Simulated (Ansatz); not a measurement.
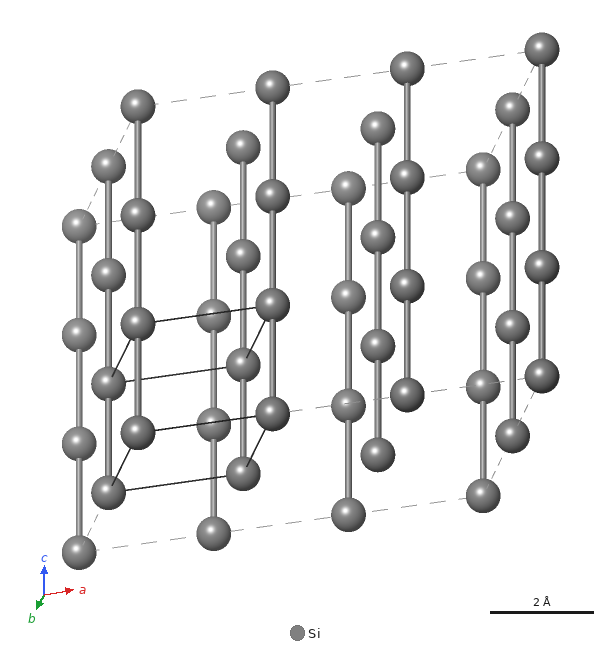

Shown here is a ball-and-stick view of the crystal, taken from a general direction. The drawing covers 3×2×3 cells, and the solid lines enclose one simulation cell.

The run was set up as follows:
```yaml
crystal:
  lattice:
    - [2.7515699556, 0.0, 0.0]
    - [-1.3757849778, 2.3829294819, 0.0]
    - [0.0, 0.0, 2.3430366705]
  atoms:
    - { symbol: Si, position: [0.0, 0.0, 0.0] }
basis:
  ecutwfc: 500
kpoints:
  mp_grid: { grid: [24, 24, 20] }
hamiltonian:
  xc: r2scan
scf:
  occupations: { method: gaussian, width: 0.15 }
output:
  forces: true
  stress: true
  eigenvalues: true
  write_density: true
  write_potential: true
  elf: true
  volumetric_format: npy
```
Run as:
```sh
ansatz run input.yaml --threads 1 --pin off --max-ram 2560MiB --backend cpu --events-out ev --progress --plain --runs-dir out
```

Method: DFT r2SCAN, scalar-relativistic, plane waves, PAW (Ansatz 0.2.0); plane-wave cutoff 500 eV, 24×24×20 k-mesh, Gaussian smearing of 0.15 eV, no spin polarisation.

> What is the band gap, if any?

A metal: bands cross the Fermi level.

> How far is the cell from zero pressure?

The computed pressure is 0.0 GPa, close to zero. The stress isn't hydrostatic: its largest component is 15.9 GPa.

The structure comes from a structure listed in the Materials Project. The cell was then strained or its atoms displaced on purpose. A calculation with Ansatz used it as input.
